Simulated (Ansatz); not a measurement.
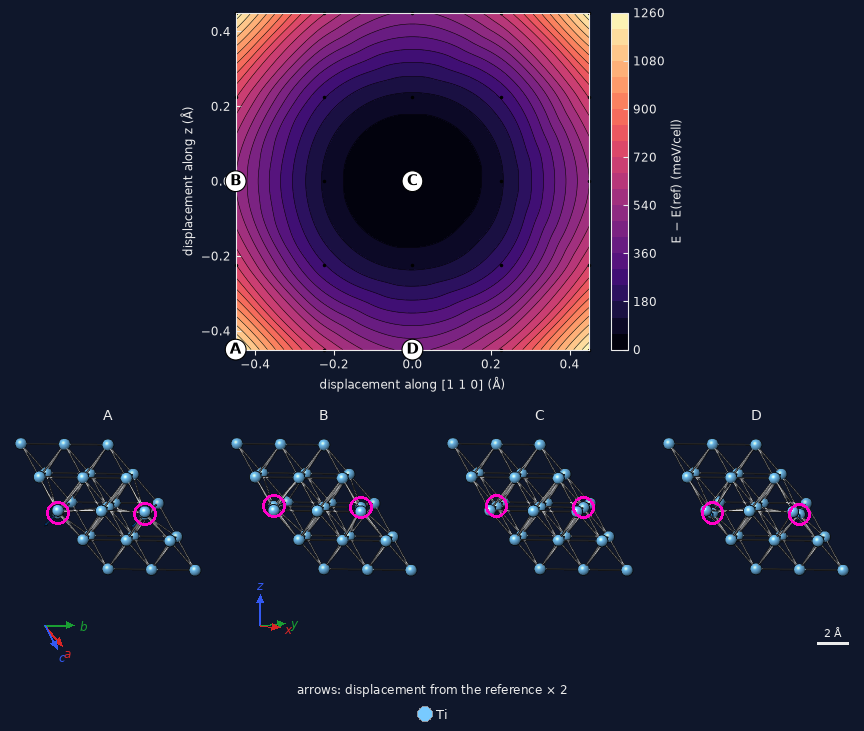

A scan of a crystal of Ti (Fm-3m): a Ti atom (one in each cell of 8 atoms) is moved over the plane of the Cartesian directions [1 1 0] and z, all else fixed. The map is interpolated between the computed points (dots). The lettered frames are marked on it. A ball-and-stick model of the cell of the calculation, seen nearly along the normal of the scanned plane. The ringed atoms are those of the scanned coordinates. Blue arrows: displacements from the reference.

These are results of DFT PBEsol, scalar-relativistic, plane waves, PAW (Ansatz 0.2.0), not measurements. Settings: plane-wave cutoff 420 eV; k-point mesh 14 × 14 × 14; occupations gaussian; smearing width 0.15 eV; no spin polarisation. Energies (free energies at the smearing named) are counted from the relaxed crystal.

> What does the map show?

In pairs of (displacement along [1 1 0] (Å); displacement along z (Å)): the lowest computed point lies at (0.000, 0.000) (0 meV/cell), the highest at (−0.450, −0.450), (0.450, 0.450), (0.450, −0.450), (−0.450, 0.450) (1247 meV/cell).  Over the ranges scanned the energy rises by about as much along both axes. The frames lie at A (−0.450, −0.450): 1247 meV/cell, B (−0.450, 0.000): 540 meV/cell, C (0.000, 0.000): 0 meV/cell, D (0.000, −0.450): 470 meV/cell.
